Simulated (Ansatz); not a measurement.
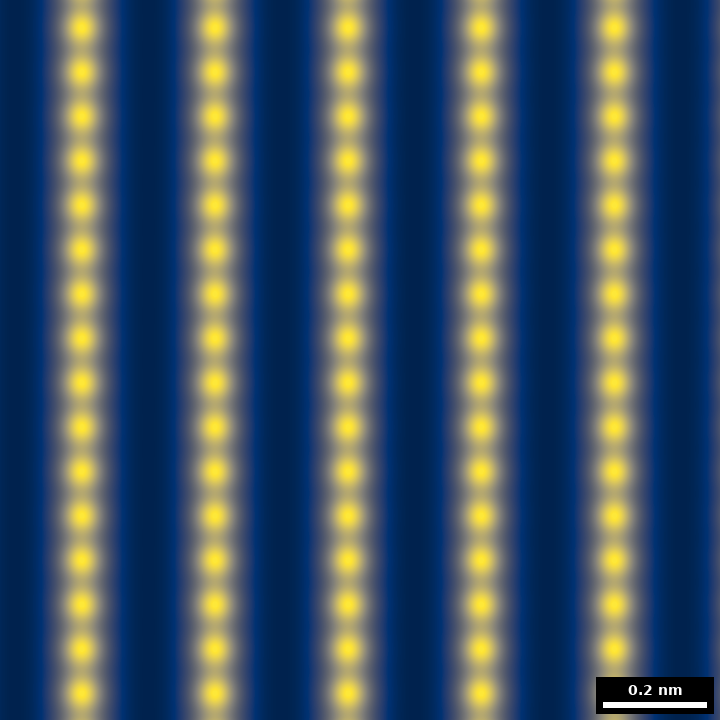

Integrated-DPC-like image of Bi. Simulated as the projected potential of neutral atoms (B = 0.8 Å²) blurred by a 0.50 Å probe, the thin-sample limit of integrated differential phase contrast.

**Give the net of the columns and its spacings.**

The pattern repeats on a rectangular net of 0.9 × 2.6 Å.

**Which plane group does this projection have?**

p2mm: mirror lines in two perpendicular directions, with twofold points where they cross.

**How many columns does the smallest repeating cell hold, and how many levels of brightness?**

1 column in the primitive cell of 2.3 Å², all of one brightness.

The crystal is Bi (Fd-3m, No. 227) seen along [221]. Structure: the input geometry of a calculation; the starting structure was generated, so it need not be a known form of this composition.
